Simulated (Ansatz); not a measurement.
**Two runs on Ti3Al**

System: Ti3Al (P-6m2, 4 atoms in the cell).
Method of run 1: DFT PBE, scalar-relativistic, plane waves, PAW, PAW set soft_1, no spin polarisation (Ansatz 0.2.0).

The structure derives from a Materials Project entry. Text and figures count atoms from 1; the logs count them from 0 in places.

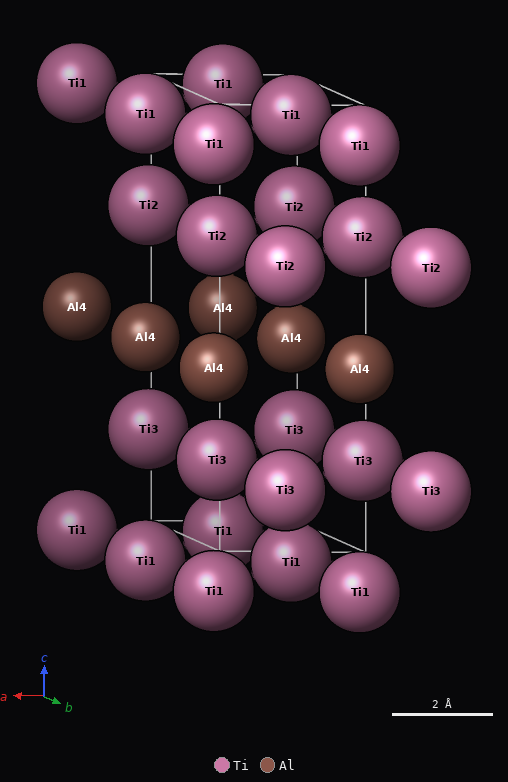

The structure (spheres-only view of the cell of the calculation, repeated 2 × 3 × 1, seen at an oblique angle; atoms are numbered from 1 in the order of the input). An atom can appear more than once, as a periodic image.

### Input, run 1
```yaml
crystal:
  lattice:
    - [2.9297375374, 0.0, 0.0]
    - [-1.4648687687, 2.5372271338, 0.0]
    - [0.0, 0.0, 9.2315308536]
  atoms:
    - { symbol: Ti, position: [0.6666666667, 0.3333333333, 0.0] }
    - { symbol: Ti, position: [0.3333333333, 0.6666666667, 0.7504575668] }
    - { symbol: Ti, position: [0.3333333333, 0.6666666667, 0.2495424332] }
    - { symbol: Al, position: [0.6666666667, 0.3333333333, 0.5] }
basis:
  ecutwfc: 520.0
kpoints:
  mp_grid: { grid: [18, 18, 6] }
hamiltonian:
  xc: pbe
  pseudopotentials: { kind: paw, azcp: { folder: soft_1 } }
scf:
  occupations: { method: gaussian, width: 0.15 }
  lower_state_search: "off"
output:
  forces: true
  stress: true
  eigenvalues: true
```

Launched with:
```bash
ansatz run input.yaml --threads 4 --pin off --max-ram 8192MiB --backend cpu --events-out ev --progress --plain --runs-dir out
```

Hardware: 4 threads of Intel Xeon @ 2.50GHz (Skylake/Cascade Lake), 12 GiB of memory available, shared host.

### Output, shortened to warnings, some set-up lines, iterations and results (run 1)
```
Basis set: ecut = 520 eV, 1907 PW (Γ), exchange–correlation on 48×48×144 points (8 copies of the dense FFT grid, shifted against one another)
Symmetry: 12 space group operations
k-points: 148 of 1944 (time reversal used)
Initial density: superposition of atomic densities (chi_scale 0.1, normalization cell, long waves kept (reshape's long-wave potential 0.04 eV rms))
[...]
SCF iter   1: F=—  HF=-8037.923381 eV  |F-HF|=—  |Δ(HF+E_count)|=         —  Δρ=5.17e-2  dr2=5.35e0  ethr=3.10e-3  ⟨swp⟩=4.7  Hψ=12875  notcnv=0
SCF iter   2: F=—  HF=-8037.338476 eV  |F-HF|=—  |Δ(HF+E_count)|=   5.85e-1  Δρ=2.52e-2  dr2=1.85e0  ethr=3.10e-3  ⟨swp⟩=2.1  Hψ=6258  notcnv=0  defer=6
SCF iter   3: F=—  HF=-8037.071929 eV  |F-HF|=—  |Δ(HF+E_count)|=   2.67e-1  Δρ=5.79e-3  dr2=1.19e-1  ethr=3.10e-3  ⟨swp⟩=2.0  Hψ=5019  notcnv=0  defer=6
SCF iter   4: F=—  HF=-8037.052809 eV  |F-HF|=—  |Δ(HF+E_count)|=   1.91e-2  Δρ=1.28e-3  dr2=3.19e-3  ethr=3.05e-4  ⟨swp⟩=1.6  Hψ=5044  notcnv=0  defer=6
SCF iter   5: F=—  HF=-8037.052544 eV  |F-HF|=—  |Δ(HF+E_count)|=   2.65e-4  Δρ=3.86e-4  dr2=2.23e-4  ethr=8.18e-6  ⟨swp⟩=2.0  Hψ=4613  notcnv=0  defer=6
SCF iter   6: F=—  HF=-8037.052517 eV  |F-HF|=—  |Δ(HF+E_count)|=   2.76e-5  Δρ=9.32e-5  dr2=9.95e-6  ethr=5.72e-7  ⟨swp⟩=1.6  Hψ=3921  notcnv=0  defer=6
SCF iter   7: F=—  HF=-8037.052501 eV  |F-HF|=—  |Δ(HF+E_count)|=   1.59e-5  Δρ=1.79e-5  dr2=2.43e-7  ethr=2.55e-8  ⟨swp⟩=2.2  Hψ=4559  notcnv=0  defer=6
SCF iter   8: F=-8037.052501 eV  HF=-8037.052501 eV  |F-HF|=2.18e-8  |Δ(HF+E_count)|=   4.27e-8  Δρ=4.24e-6  dr2=2.59e-8  ethr=2.56e-10  ⟨swp⟩=5.3  Hψ=14003  notcnv=0
SCF 1 converged in 8 iterations: F = -8037.052501 eV  dr2 = 2.59e-8
SCF converged after 8 iterations
Free energy (F): -8037.052501 eV
Harris-Foulkes:  -8037.052501 eV  (|F-HF|=2.18e-8)
Internal energy: -8037.009490 eV  (E = F + TS)
E sigma→0 (E₀):  -8037.030995 eV
Entropy (-TS):   -0.043011 eV (-10.753 meV/atom)
Fermi energy:    11.705811 eV
--- Per-component energies (eV) ---
  E_band       = -504.854503
  E_kinetic    = 864.385469
  E_local      = -3697.876517  (includes V_loc(G=0)·N_el)
  E_nonlocal   = 191.406491
  E_hartree    = 1563.544583
  E_xc         = -386.028853
  E_vxc        = -465.340537  (∫ρ·V_xc dr)
  E_paw        = -3595.635040  (= ΣΔE_a)
  E_vpaw       = -524.515554  (= ΣTr[D̂ρ^β])
  E_aug_tail   = -0.000088  (compensation charges beyond the density's cutoff)
  E_ewald      = -2976.805534
  E_smearing   = -0.043011  (= −TS)
  E_closure    = -0.000000  (closes the sum)
  Σ components = -8037.052501   (vs F -8037.052501, Δ=0.00e0)
--- Forces (eV/Å), atoms counted from 1 ---
  atom   1  Ti     0.00000000     0.00000000     0.00000000
  atom   2  Ti    -0.00000000    -0.00000000    -0.00508245
  atom   3  Ti    -0.00000000    -0.00000000     0.00508245
  atom   4  Al    -0.00000000    -0.00000000     0.00000000
  max |Σ_I F_I| component: 5.78e-17 eV/Å
--- Stress (GPa, compression-positive) ---
        0.007437       0.000000       0.000000
        0.000000       0.007437       0.000000
        0.000000       0.000000       0.043418
  P = ⅓ Tr σ = 0.0194 GPa (0.194 kbar)
```

The input of run 2 differs as follows (lines with − go, lines with + come):
```diff
-    - [2.9297375374, 0.0, 0.0]
-    - [-1.4648687687, 2.5372271338, 0.0]
-    - [0.0, 0.0, 9.2315308536]
+    - [3.0150943746, 0.0, 0.0]
+    - [-1.5075471873, 2.6111483232, 0.0]
+    - [0.0, 0.0, 9.5004881462]
```

What does this change do to the results?

With the same functional and potentials, run 2 lies 41.2 meV per atom higher. The pressure goes from 0.02 to −8.00 GPa. The largest force goes from 0.005 to 0.049 eV/Å. The volume per atom goes from 17.16 to 18.70 Å³. The cell is scaled evenly with the atoms at fixed fractional positions, so −ΔP/Δ ln V estimates the bulk modulus midway between the two volumes: about 93 GPa. The number of SCF iterations is the same. The plane waves at Γ go from 1907 to 2015.

### Output, shortened to warnings, some set-up lines, iterations and results (run 2)
```
Basis set: ecut = 520 eV, 2015 PW (Γ), exchange–correlation on 48×48×144 points (8 copies of the dense FFT grid, shifted against one another)
Symmetry: 12 space group operations
k-points: 148 of 1944 (time reversal used)
Initial density: superposition of atomic densities (chi_scale 0.1, normalization cell, long waves kept (reshape's long-wave potential 0.05 eV rms))
[...]
SCF iter   1: F=—  HF=-8037.747226 eV  |F-HF|=—  |Δ(HF+E_count)|=         —  Δρ=5.03e-2  dr2=5.13e0  ethr=3.10e-3  ⟨swp⟩=4.5  Hψ=12855  notcnv=0
SCF iter   2: F=—  HF=-8037.157588 eV  |F-HF|=—  |Δ(HF+E_count)|=   5.90e-1  Δρ=2.35e-2  dr2=1.73e0  ethr=3.10e-3  ⟨swp⟩=2.1  Hψ=6249  notcnv=0  defer=6
SCF iter   3: F=—  HF=-8036.908873 eV  |F-HF|=—  |Δ(HF+E_count)|=   2.49e-1  Δρ=5.93e-3  dr2=1.39e-1  ethr=3.10e-3  ⟨swp⟩=2.0  Hψ=4971  notcnv=0  defer=6
SCF iter   4: F=—  HF=-8036.887665 eV  |F-HF|=—  |Δ(HF+E_count)|=   2.12e-2  Δρ=1.19e-3  dr2=3.42e-3  ethr=3.57e-4  ⟨swp⟩=1.5  Hψ=4912  notcnv=0  defer=1
SCF iter   5: F=—  HF=-8036.887691 eV  |F-HF|=—  |Δ(HF+E_count)|=   2.60e-5  Δρ=3.54e-4  dr2=3.66e-4  ethr=8.78e-6  ⟨swp⟩=2.0  Hψ=4644  notcnv=0  defer=1
SCF iter   6: F=—  HF=-8036.887661 eV  |F-HF|=—  |Δ(HF+E_count)|=   3.03e-5  Δρ=1.02e-4  dr2=1.97e-5  ethr=9.38e-7  ⟨swp⟩=1.4  Hψ=3649  notcnv=0  defer=1
SCF iter   7: F=—  HF=-8036.887601 eV  |F-HF|=—  |Δ(HF+E_count)|=   6.01e-5  Δρ=2.23e-5  dr2=5.33e-7  ethr=5.06e-8  ⟨swp⟩=2.0  Hψ=4183  notcnv=0  defer=1
SCF iter   8: F=-8036.887601 eV  HF=-8036.887601 eV  |F-HF|=3.06e-8  |Δ(HF+E_count)|=   5.24e-8  Δρ=4.70e-6  dr2=3.81e-8  ethr=2.56e-10  ⟨swp⟩=5.5  Hψ=14689  notcnv=0
SCF 1 converged in 8 iterations: F = -8036.887601 eV  dr2 = 3.81e-8
SCF converged after 8 iterations
Free energy (F): -8036.887601 eV
Harris-Foulkes:  -8036.887601 eV  (|F-HF|=3.06e-8)
Internal energy: -8036.840381 eV  (E = F + TS)
E sigma→0 (E₀):  -8036.863991 eV
Entropy (-TS):   -0.047220 eV (-11.805 meV/atom)
Fermi energy:    10.545608 eV
--- Per-component energies (eV) ---
  E_band       = -553.383692
  E_kinetic    = 856.764806
  E_local      = -3811.128803  (includes V_loc(G=0)·N_el)
  E_nonlocal   = 190.310928
  E_hartree    = 1597.292668
  E_xc         = -383.202014
  E_vxc        = -461.534900  (∫ρ·V_xc dr)
  E_paw        = -3594.345233  (= ΣΔE_a)
  E_vpaw       = -522.377679  (= ΣTr[D̂ρ^β])
  E_aug_tail   = -0.000084  (compensation charges beyond the density's cutoff)
  E_ewald      = -2892.532648
  E_smearing   = -0.047220  (= −TS)
  E_closure    = -0.000000  (closes the sum)
  Σ components = -8036.887601   (vs F -8036.887601, Δ=0.00e0)
--- Forces (eV/Å), atoms counted from 1 ---
  atom   1  Ti     0.00000000     0.00000000     0.00000000
  atom   2  Ti    -0.00000000    -0.00000000     0.04915534
  atom   3  Ti    -0.00000000    -0.00000000    -0.04915534
  atom   4  Al     0.00000000    -0.00000000     0.00000000
  max |Σ_I F_I| component: 6.94e-17 eV/Å
--- Stress (GPa, compression-positive) ---
       -7.777290      -0.000000       0.000000
        0.000000      -7.777290       0.000000
        0.000000       0.000000      -8.452054
  P = ⅓ Tr σ = -8.0022 GPa (-80.022 kbar)
```

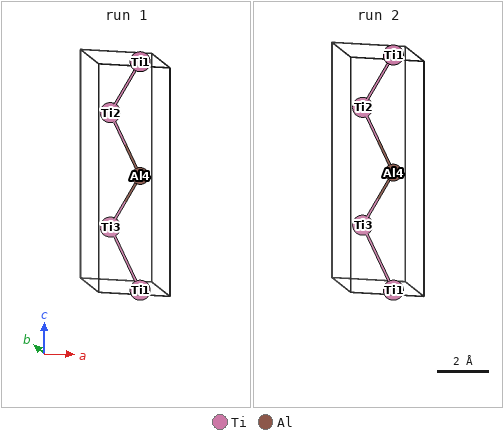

The two input geometries at one scale (ball-and-stick view of the cell of the calculation, seen slightly off an axis). No atom moves by more than 0.005 Å relative to the cell. The drawn cell changes as follows: a = b 2.930 → 3.015 Å (+2.9 %), c 9.232 → 9.500 Å (+2.9 %); the volume changes by +9.0 %. Among the contacts that change: Ti1–Ti1 2.930 → 3.015 Å, Al4–Al4 2.930 → 3.015 Å, Ti2–Al4 2.865 → 2.948 Å, Ti1–Ti2 2.858 → 2.941 Å.

### The two runs side by side

```tsv
quantity	run 1	run 2
outcome	converged	converged
free energy per atom (eV)	−2009.2631	−2009.2219
energy per atom, smearing taken to zero (eV)	−2009.2577	−2009.2160
gap on the mesh (eV)	0.00	0.00
pressure (GPa)	0.02	−8.00
volume per atom (Å³)	17.16	18.70
largest force (eV/Å)	0.005	0.049
SCF iterations	8	8
irreducible k-points	148	148
plane waves at Γ	1907	2015
wall time (shared host)	12 s	13 s
```

For run 2: The cell is under a tension of 8.0 GPa at this level, so it is not at its equilibrium volume.
